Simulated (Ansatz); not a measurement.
# Geometry relaxation of TiSi₂ (part 2 of 2)

TiSi₂ (Fddd, 6 atoms in the cell); DFT PBEsol, scalar-relativistic, plane waves, PAW, no spin polarisation (Ansatz 0.2.0); cutoff 420 eV, 10×10×10 k-mesh, Gaussian smearing of 0.1 eV. The structure derives from an entry of the Crystallography Open Database. It belongs to a series of runs on one base structure; here: volume × 0.91, shape and atoms relaxed.

Geometry of the input (Å; fractional positions):
```
0.0000  3.9501  4.1346
2.3055  0.0000  4.1346
2.3055  3.9501  0.0000
Ti 0.7500  0.7500  0.7500
Ti 0.5000  0.5000  0.5000
Si 0.0859  0.4141  0.0859
Si 0.4141  0.0859  0.4141
Si 0.1641  0.8359  0.1641
Si 0.8359  0.1641  0.8359
```

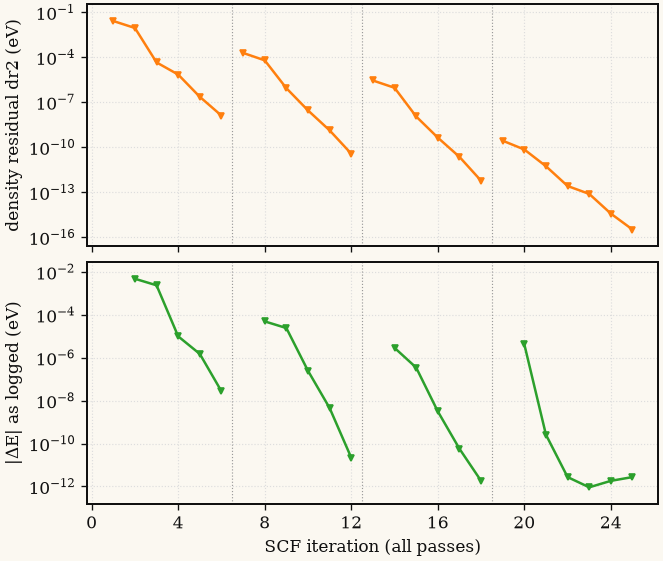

Fig. 1: Convergence of the self-consistent field: density residual dr2 and size of the energy change against the SCF iteration. The dotted lines part the SCF passes of the relaxation: geometry steps, rejected trials and re-solves on a re-selected basis. The passes take 6, 6, 6 and 7 iterations.

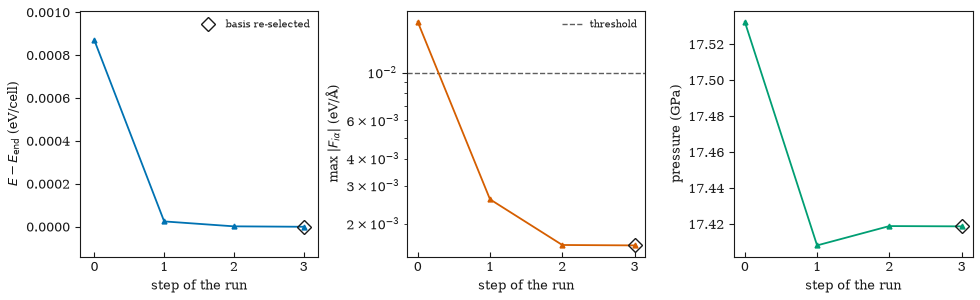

Fig. 2: Progress of the relaxation, step by step (the first geometry is step 0 here and step 1 in the log). The atoms keep their places relative to the cell (all moves are under 0.005 Å). Among the contacts that change: Ti1–Si3 2.654 → 2.648 Å. The space group stays Fddd (No. 70). Over 2 geometry steps the energy falls by 0.9 meV per cell of the calculation. Largest force component: 0.017 eV/Å at the start, 0.0016 eV/Å at the end. The pressure goes from 17.53 to 17.42 GPa. A last SCF at the same geometry on a re-selected plane-wave basis shifts the energy by next to nothing (0.0 meV per cell of the calculation). (Atoms are counted from 1 in the order of the input.)

```
basis re-selected at this cell: Δ(F+E_penalty+E_count) = -1.566e-6 eV, ΔP = -0.000 GPa vs the last step (what re-selecting the basis moved, of the pressure what is left beyond the Pulay correction that the steps carried, after the strain that the cell walked since its last selection, with what the two solves' SCF thresholds leave and, on support functions, any second-order correction that the steps lacked; it is no measure of the basis error at this ecutwfc). This SCF's stress stands 2.39e-2 GPa from its target on what of the cell is left free (relax.cell.stress_tol is 1.00e-1 GPa) and its largest allowed force component is 1.59e-3 eV/Å (relax.f_tol is 1.00e-2 eV/Å): within both
SCF converged after 7 iterations
Free energy (F): -7437.423506 eV
Harris-Foulkes:  -7437.423506 eV  (|F-HF|=2.73e-12)
Internal energy: -7437.413346 eV  (E = F + TS)
E sigma→0 (E₀):  -7437.418426 eV
Entropy (-TS):   -0.010160 eV (-1.693 meV/atom)
Fermi energy:    14.182304 eV
--- Per-component energies (eV) ---
  E_band       = -148.438077
  E_kinetic    = 736.849237
  E_local      = -1910.587647  (includes V_loc(G=0)·N_el)
  E_nonlocal   = 122.478552
  E_hartree    = 853.308010
  E_xc         = -427.174542
  E_vxc        = -450.080167  (∫ρ·V_xc dr)
  E_paw        = -4042.528086  (= ΣΔE_a)
  E_vpaw       = -353.714332  (= ΣTr[D̂ρ^β])
  E_aug_tail   = 0.000262  (compensation charges beyond the density's cutoff)
  E_ewald      = -2770.164142
  E_core_change = 0.405011  (= ΣΔE_core)
  E_smearing   = -0.010160  (= −TS)
  E_closure    = 0.000000  (closes the sum)
  Σ components = -7437.423506   (vs F -7437.423506, Δ=0.00e0)
--- Forces (eV/Å), atoms counted from 1 ---
  atom   1  Ti    -0.00000000     0.00000000    -0.00000000
  atom   2  Ti     0.00000000    -0.00000000     0.00000000
  atom   3  Si     0.00000000    -0.00158620    -0.00000000
  atom   4  Si    -0.00000000     0.00158620    -0.00000000
  atom   5  Si    -0.00000000     0.00158620     0.00000000
  atom   6  Si     0.00000000    -0.00158620     0.00000000
  max |Σ_I F_I| component: 0.00e0 eV/Å
--- Stress (GPa, compression-positive) ---
       17.442676       0.000000      -0.000000
        0.000000      17.409264       0.000000
       -0.000000       0.000000      17.404362
  P = ⅓ Tr σ = 17.4188 GPa (174.188 kbar)
--- Band table (eV; the first three rows and the last of 171) ---
  k-point 0: bands = ["-41.4334", "-41.3851", "-18.0330", "-17.9732", "-17.8877", "-17.8666", "-17.8374", "-17.8046", "0.9145", "7.1224", "8.3194", "8.6594", "8.7434", "10.0482", "10.5377", "11.4977", "11.6743", "12.2146", "12.4274", "12.7979", "13.1354", "16.5073", "17.7395", "17.9455", "18.2153", "18.2295"]
  k-point 1: bands = ["-41.4325", "-41.3860", "-18.0320", "-17.9737", "-17.8914", "-17.8666", "-17.8365", "-17.8053", "1.0317", "6.9783", "7.8093", "8.3900", "9.1470", "10.3131", "10.5575", "11.4412", "11.7338", "12.1225", "12.7432", "12.8096", "13.1204", "16.3796", "17.7451", "17.8494", "18.0285", "18.2023"]
  k-point 2: bands = ["-41.4299", "-41.3884", "-18.0298", "-17.9746", "-17.9017", "-17.8658", "-17.8349", "-17.8062", "1.3756", "6.6075", "6.9298", "8.3663", "9.1579", "10.2095", "11.0819", "11.1479", "12.2055", "12.3315", "12.9190", "12.9735", "13.4124", "16.0316", "17.4125", "17.4922", "17.7014", "17.7922"]
  k-point 170: bands = ["-41.4090", "-41.4090", "-17.9492", "-17.9492", "-17.9437", "-17.9437", "-17.8180", "-17.8180", "2.9796", "2.9796", "8.8021", "8.8021", "9.4740", "9.4740", "10.9809", "10.9809", "12.6332", "12.6332", "13.0556", "13.0556", "14.9422", "14.9422", "17.8571", "17.8571", "18.1086", "18.1086"]
--- Relaxed structure (3 steps of the walk, 3 accepted, 1 SCFs on fresh bases) ---
  F+E_penalty+E_count = -7437.42350566 eV   max|allowed force component| = 1.586e-3 eV/Å   (the final SCF, on the basis selected at the relaxed cell)
  cell:  # Å, volume = 75.3067 Å³
    - [2.262789824406391e-33, 3.943109959818423, 4.142985260280503]
    - [2.3048972602884206, 7.542632748021304e-34, 4.142985260280503]
    - [2.3048972602884206, 3.943109959818423, 1.9823572649404803e-33]
  atoms:
    - { symbol: Ti, position: [0.7500000000000003, 0.7500000000000001, 0.7499999999999998] }
    - { symbol: Ti, position: [0.5000000000000001, 0.5000000000000001, 0.4999999999999999] }
    - { symbol: Si, position: [0.08576008225774948, 0.41423991774225066, 0.08576008225774939] }
    - { symbol: Si, position: [0.41423991774225066, 0.08576008225774945, 0.4142399177422506] }
    - { symbol: Si, position: [0.16423991774225077, 0.8357600822577494, 0.16423991774225055] }
    - { symbol: Si, position: [0.8357600822577497, 0.16423991774225055, 0.8357600822577494] }
```

## Trajectory as extended XYZ (Å, eV, eV/Å), 4 frames, from step=1 to step=4
```
6
Lattice="0.0000 3.9501 4.1346 2.3055 0.0000 4.1346 2.3055 3.9501 0.0000" Properties=species:S:1:pos:R:3:forces:R:3 step=1 energy=-7437.42264 pressure_GPa=17.53
Ti    3.4583    5.9251    6.2019    0.0000   0.0000   0.0000
Ti    2.3055    3.9501    4.1346    0.0000   0.0000   0.0000
Si    1.1528    0.6786    2.0673    0.0000  -0.0172   0.0000
Si    1.1528    3.2714    2.0673    0.0000   0.0172   0.0000
Si    2.3055    1.2964    4.1346    0.0000   0.0172   0.0000
Si    2.3055    6.6037    4.1346    0.0000  -0.0172   0.0000
6
Lattice="0.0000 3.9415 4.1433 2.3057 0.0000 4.1433 2.3057 3.9415 0.0000" Properties=species:S:1:pos:R:3:forces:R:3 step=2 energy=-7437.42348 pressure_GPa=17.41
Ti    3.4585    5.9123    6.2149    0.0000   0.0000   0.0000
Ti    2.3057    3.9415    4.1433    0.0000   0.0000   0.0000
Si    1.1528    0.6762    2.0716    0.0000  -0.0026   0.0000
Si    1.1528    3.2654    2.0716    0.0000   0.0026   0.0000
Si    2.3057    1.2946    4.1433    0.0000   0.0026   0.0000
Si    2.3057    6.5885    4.1433    0.0000  -0.0026   0.0000
6
Lattice="0.0000 3.9431 4.1430 2.3049 0.0000 4.1430 2.3049 3.9431 0.0000" Properties=species:S:1:pos:R:3:forces:R:3 step=3 energy=-7437.42350 pressure_GPa=17.42
Ti    3.4573    5.9147    6.2145    0.0000   0.0000   0.0000
Ti    2.3049    3.9431    4.1430    0.0000   0.0000   0.0000
Si    1.1524    0.6763    2.0715    0.0000  -0.0016   0.0000
Si    1.1524    3.2668    2.0715    0.0000   0.0016   0.0000
Si    2.3049    1.2952    4.1430    0.0000   0.0016   0.0000
Si    2.3049    6.5910    4.1430    0.0000  -0.0016   0.0000
6
Lattice="0.0000 3.9431 4.1430 2.3049 0.0000 4.1430 2.3049 3.9431 0.0000" Properties=species:S:1:pos:R:3:forces:R:3 step=4 energy=-7437.42351 pressure_GPa=17.42
Ti    3.4573    5.9147    6.2145    0.0000   0.0000   0.0000
Ti    2.3049    3.9431    4.1430    0.0000   0.0000   0.0000
Si    1.1524    0.6763    2.0715    0.0000  -0.0016   0.0000
Si    1.1524    3.2668    2.0715    0.0000   0.0016   0.0000
Si    2.3049    1.2952    4.1430    0.0000   0.0016   0.0000
Si    2.3049    6.5910    4.1430    0.0000  -0.0016   0.0000
```

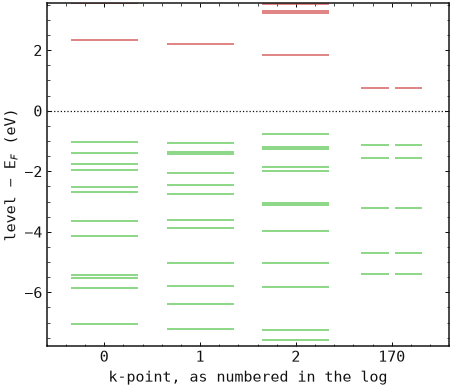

Fig. 3: Kohn–Sham levels near the Fermi level (dotted) at the few k-points that the log prints; levels within 0.02 eV of each other stand side by side. The system is metallic on the full mesh.
